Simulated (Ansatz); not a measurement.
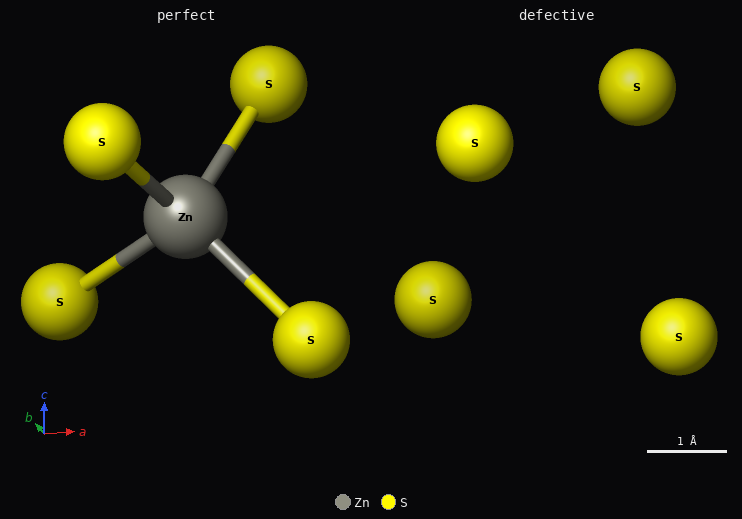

Left: perfect ZnS. Right: the same region with one point defect, after relaxing the atoms in a supercell of 32 sites. Style: ball-and-stick. Shown: the atoms within 3.3 Å of one point, slightly off an axis.

Level of theory: DFT PBE, scalar-relativistic, plane waves, PAW (Ansatz). Settings: plane-wave cutoff 420 eV; k-point mesh 2 × 2 × 2; occupations gaussian; smearing width 0.01 eV; mesh shifted by (0.5, 0.5, 0.5); collinear spin. The cell is small and the k-mesh coarse, so the numbers are rough. A uniform background neutralises the charged cell. The axes drawn are those of the host's conventional cell.

Q: What kind of defect was made?

A: A zinc atom is taken out (a vacancy).

The charge state of the cell is −2.

Q: How does the lattice respond?

A: Around the empty Zn site the host had 4 S at 2.36 Å; after relaxation the nearest atoms are 4 S at 2.30 to 2.31 Å. Of the host's atoms, a zinc atom moves furthest from its site, by 0.09 Å. The cell ends without a net magnetic moment.
